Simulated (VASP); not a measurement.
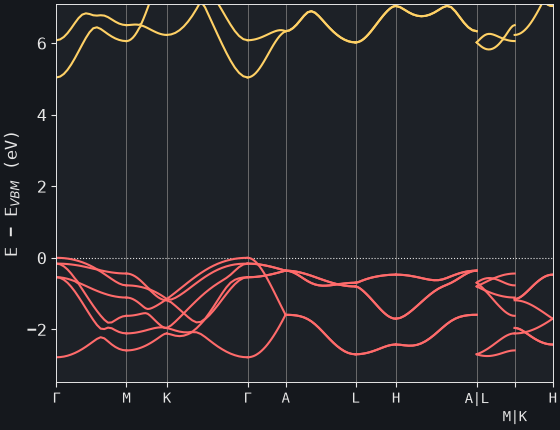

Band structure. Energies are counted from the top of the valence band.

**What lattice type does the k path imply?**

A hexagonal (primitive) lattice: the path Γ–M–K–Γ–A–L–H–A|L–M|K–H runs through the special points of its Brillouin zone.

System: wurtzite MgS, space group P6_3mc, 4 atoms in the cell.

```cif
data_structure
_symmetry_space_group_name_H-M 'P6_3mc'
_symmetry_Int_Tables_number 186
_cell_length_a 4.0346
_cell_length_b 4.0346
_cell_length_c 6.4323
_cell_angle_alpha 90.000
_cell_angle_beta 90.000
_cell_angle_gamma 120.000
_cell_volume 90.68
loop_
_atom_site_label
_atom_site_type_symbol
_atom_site_symmetry_multiplicity
_atom_site_Wyckoff_symbol
_atom_site_fract_x
_atom_site_fract_y
_atom_site_fract_z
_atom_site_occupancy
S1 S 2 b 0.66667 0.33333 0.87924 1
Mg1 Mg 2 b 0.33333 0.66667 0.99575 1
```

VASP; TB-mBJ, VASP PAW PBE potentials, release 64 (S, Mg), no spin polarisation, no spin-orbit coupling, 8×8×4 k mesh, 520 eV cutoff, Gaussian smearing of 0.02 eV.

**What does the band structure say about the gap?**

An insulator. The gap along this path is 5.04 eV and direct: both edges lie at Γ.

**What are the direct gaps at L, M and Γ?**

The direct gaps are 6.71 eV at L, 6.50 eV at M and 5.04 eV at Γ.

**How many bands meet at the valence-band top?**

The top valence level at Γ is a single band, not degenerate (spin aside). The next level lies only 0.16 eV lower.

The PAW data sets were made with another functional. This is a model potential built to give gaps, with no total energy. The usual form of MgS is rocksalt.
